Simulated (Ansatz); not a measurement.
Te32Sn31: several calculations on one system

## 1. Relaxation

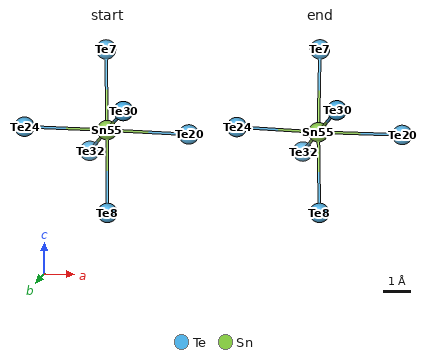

The structure of a defect cell of composition Te32Sn31 (cell charge −1) before (left) and after (right) a relaxation, at one scale.

The picture is a ball-and-stick view of the atoms within 4.2 Å of the atom that moves most (axes of the cell of the calculation), seen from a free direction.

The atoms of the start lie slightly off their symmetric places, so part of the fall in energy undoes that.

Theory: DFT, PBEsol, PAW, plane waves (Ansatz). Set-up: plane-wave cutoff 420 eV; k-point mesh 1 × 1 × 1; mesh shifted by (0.25, 0.25, 0.25); collinear spin; atoms relaxed in a fixed cell; force threshold 0.03 eV/Å; at most 80 steps.

### Describe what moved and what it gained.

The energy falls by 0.257 eV per cell of the calculation in 3 geometry steps. The largest force component goes from 0.29 to 0.014 eV/Å. Sn55 moves most: 0.11 Å roughly along [−2 0 −3]. By element the largest moves are Sn 0.11 Å, Te 0.08 Å. The cell stays as it was. Among the contacts that change: Te7–Sn55 3.103 → 3.186 Å, Te8–Sn55 3.171 → 3.095 Å, Te20–Sn55 3.114 → 3.186 Å, Te24–Sn55 3.139 → 3.094 Å. Among the angles between lasting bonds that change: Te7–Sn55–Te20 90.5° → 87.8°, Te7–Sn55–Te30 91.3° → 89.0°. The program noted that the starting moments weren't kept. The run took 14 s on 1 × NVIDIA GB300 Max-Q with 8 threads of Arm Neoverse-V2, peak memory 2.6 GiB.

Limits of the set-up: the cell is charged, on a uniform background, and energies carry no finite-size correction.

## 2. Relaxation

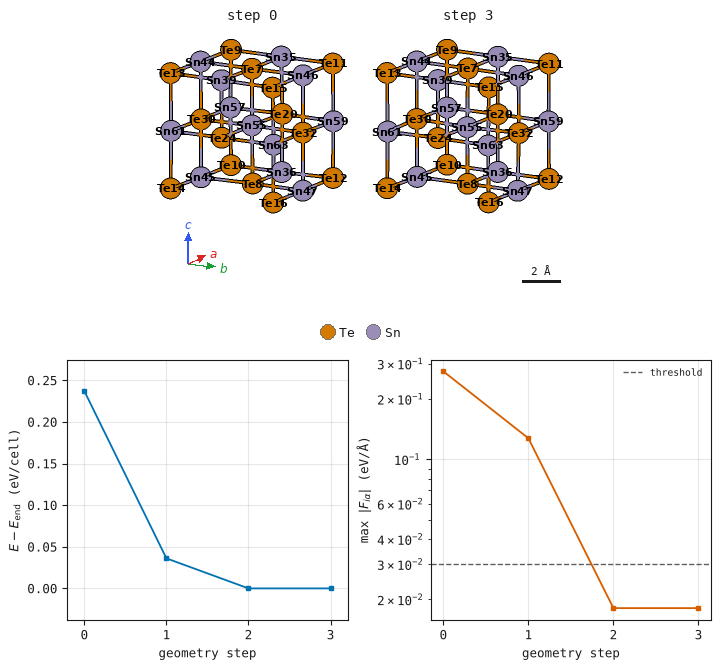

First and last geometry of a relaxation of a defect cell of composition Te32Sn31, with the history of the run. A ball-and-stick model of the atoms within 5.8 Å of the atom that moves most (axes of the cell of the calculation), seen from a free direction.

The atoms of the start lie slightly off their symmetric places, so part of the fall in energy undoes that.

Method: Ansatz, DFT, PBEsol, PAW, plane waves. Set-up: plane-wave cutoff 420 eV; k-point mesh 1 × 1 × 1; mesh shifted by (0.25, 0.25, 0.25); collinear spin; atoms relaxed in a fixed cell; force threshold 0.03 eV/Å; at most 80 steps.

Did the run converge, and what did it change?

Answer. It converged. The atom that moves furthest is Sn55 (0.10 Å along [−2 0 −3]). By element the largest moves are Sn 0.10 Å, Te 0.07 Å. The lattice vectors keep their values. Among the contacts that change: Te24–Sn63 3.185 → 3.098 Å, Te7–Sn55 3.103 → 3.190 Å, Te16–Sn47 3.185 → 3.105 Å, Te14–Sn45 3.168 → 3.091 Å. Bond angles that change, for instance: Te7–Sn55–Te20 90.5° → 88.0°, Te7–Sn55–Te30 91.3° → 89.0°. After 3 geometry steps the energy has fallen by 0.237 eV per cell of the calculation. Largest force component: 0.27 eV/Å at the start, 0.018 eV/Å at the end. The run took 15 s on 1 × NVIDIA GB300 Max-Q with 8 threads of Arm Neoverse-V2, peak memory 2.6 GiB.

```tsv
step	E − E(0), meV/atom	largest force component, eV/Å
0	0.00	0.2748
1	-3.19	0.1274
2	-3.76	0.0181
3	-3.76	0.0181
```

## 3. Defect

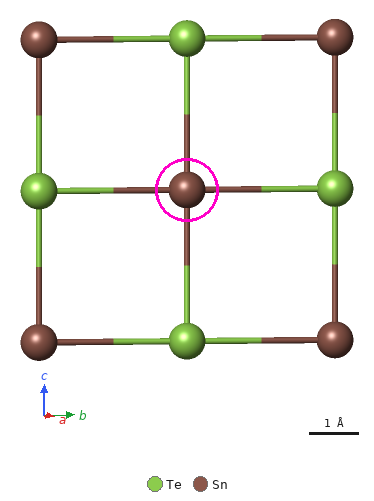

Perfect SnTe. The picture is a ball-and-stick view of the atoms within 5.4 Å of one point, in a slice 4.2 Å thick across the line of sight, seen from a free direction.

Theory: Ansatz 0.2.0, DFT, PBEsol, PAW, plane waves. Set-up: plane-wave cutoff 420 eV; k-point mesh 1 × 1 × 1; mesh shifted by (0.25, 0.25, 0.25); collinear spin. Fermi-Dirac smearing of 0.01 eV. A uniform background neutralises the charged cell. The axes drawn are those of the host's conventional cell.

A tin atom is taken out (a vacancy) at the ringed place, in charge state −1. The supercell has 64 sites, and the atoms are relaxed at the host's cell.

> Predict the relaxed surroundings of the defect.

Around the empty Sn site the host had 6 Te at 3.14 Å; after relaxation the nearest atoms are 6 Te at 3.12 to 3.13 Å. Of the host's atoms, a tin atom moves furthest from its site, by 0.09 Å. The cell ends without a net magnetic moment.

The relaxed defect, seen from the same direction:

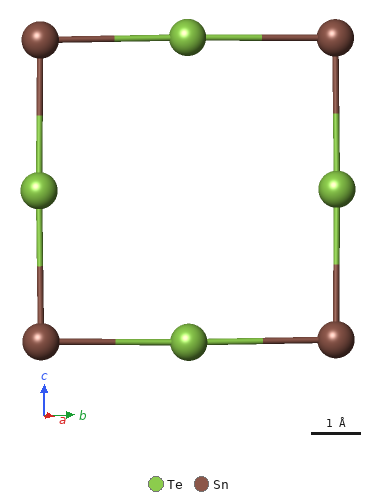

Limits of the set-up: the cell is charged, on a uniform background, and energies carry no finite-size correction.
